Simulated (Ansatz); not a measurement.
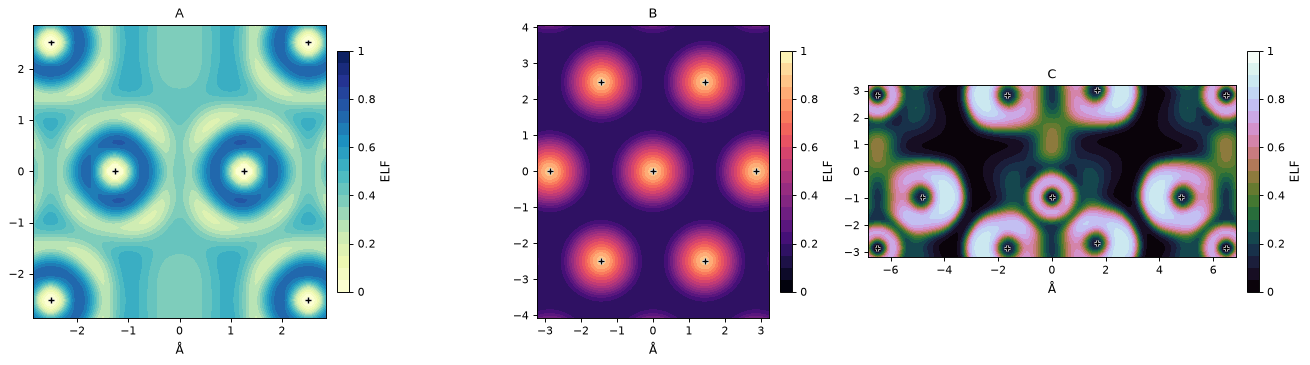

The electron localisation function of 3 systems, each on a plane through atoms (crosses mark nuclei in the plane).

All numbers below come from DFT PBEsol, scalar-relativistic, plane waves, PAW in Ansatz.

System 1: W, the (100) plane of the conventional cell. Space group Pm-3n.

```
W
1.0
     5.03204    0.00000    0.00000
     0.00000    5.03204    0.00000
     0.00000    0.00000    5.03204
W
8
Direct
  0.00000 0.00000 0.00000
  0.50000 0.50000 0.50000
  0.00000 0.50000 0.25000
  0.00000 0.50000 0.75000
  0.25000 0.00000 0.50000
  0.75000 0.00000 0.50000
  0.50000 0.75000 0.00000
  0.50000 0.25000 0.00000
```

System 2: WSe₂, the (110) plane of the conventional cell. Space group P1; changed on purpose from its base cell (atom 3 (Se) moved +0.180 A along Cartesian [1 -1 0]); not relaxed (largest force 1.8 eV/Å).

```
W Se
1.0
     1.64500   -2.84922    0.00000
    -3.29000    0.00000    0.00000
     0.00000    0.00000  -12.97000
W Se
2 4
Direct
  0.33333 0.66667 0.75000
  0.66667 0.33333 0.25000
  0.37800 0.65032 0.37900
  0.66667 0.33333 0.87900
  0.33333 0.66667 0.12100
  0.66667 0.33333 0.62100
```

System 3: Ag, the (001) plane of the conventional cell. Space group P6₃/mmc.

```
CELL_PARAMETERS angstrom
2.87095 0.00000 0.00000
-1.43548 2.48632 0.00000
0.00000 0.00000 9.33806
ATOMIC_POSITIONS crystal
Ag 0.33333 0.66667 0.25000
Ag 0.66667 0.33333 0.75000
Ag 0.00000 0.00000 0.00000
Ag 0.00000 0.00000 0.50000
```

Match each panel to its system.

Answer. Panel A is system 1, W: the plane holds W. W–W (2.52 Å): the ELF is about 0.40 at the midpoint. Panel B is system 3, Ag: the plane holds Ag. Ag–Ag (2.87 Å): the ELF is about 0.15 at the midpoint: no localised pair shows between them. Panel C is system 2, WSe₂: the plane holds W and Se. W–Se (2.40 Å): the ELF is about 0.55 at the midpoint.
